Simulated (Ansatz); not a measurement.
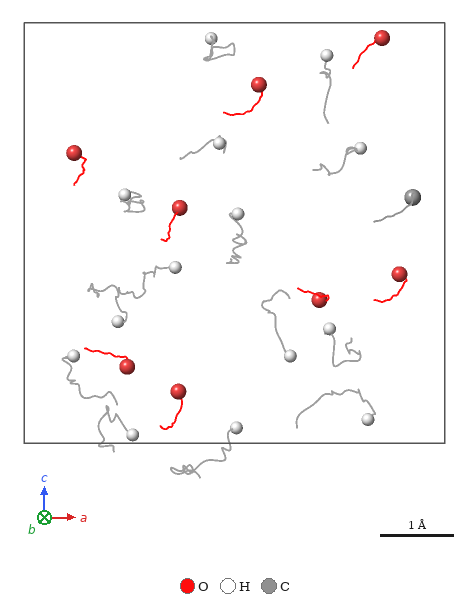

A Born-Oppenheimer molecular dynamics run of a periodic cell with 6 H2O + 1 HCOOH at 1.316 g/cm³, 60 fs long. It starts from the last geometry of an earlier run, with fresh velocities. Lines trace each atom's path, in the colour of its element; spheres stand at the starting positions. Seen along the b axis in the simulation cell.

The calculation used DFT r2SCAN-D3(BJ), scalar-relativistic, plane waves, PAW (Ansatz 0.2.0). Run with plane-wave cutoff 500 eV; k-point mesh 1 × 1 × 1; Fermi-Dirac smearing 0.05 eV; low-accuracy preset; Langevin thermostat and barostat (NPT); set temperature 700 K; time step 0.5 fs; friction 0.005 per fs; target pressure 10 GPa.

What do the traces tell about the motion?

Answer. In the second half of the run the atoms are, in the root-mean-square, this far from where they began (common drift taken out): H 0.77 Å, O 0.32 Å, C 0.11 Å. The heavy atoms stay within a fraction of a molecule's size of their starting places, while the hydrogen atoms travel further, as molecules turn; so short a run doesn't tell a liquid from a solid. The mean temperature in the second half is 693 K (standard deviation 75 K). The potential energy is still drifting at the end, so the run hasn't reached equilibrium. The potential energy in the second half lies on average 31.0 meV per atom above the first frame. The mean pressure there is 6.8 GPa. The volume ends −25.7 % from the start. The conserved quantity stays between −0.076 and 0.54 meV per atom of its start. A straight-line fit has a slope that amounts to +0.25 meV per atom over 60 fs (0.3 % of the mean kinetic energy), and the ripple about it is 1.0 % of the kinetic energy's fluctuation. With a drift under 2 % and a ripple under 7 %, the integration is accurate.

Limits of the set-up: the program's low-accuracy preset was used; the periodic images lie only 5.8 Å apart, so the values are limited by the cell's size.

The run took 20 min on 1 thread of Arm Neoverse V1, with other jobs on the host, peak memory 0.6 GiB.
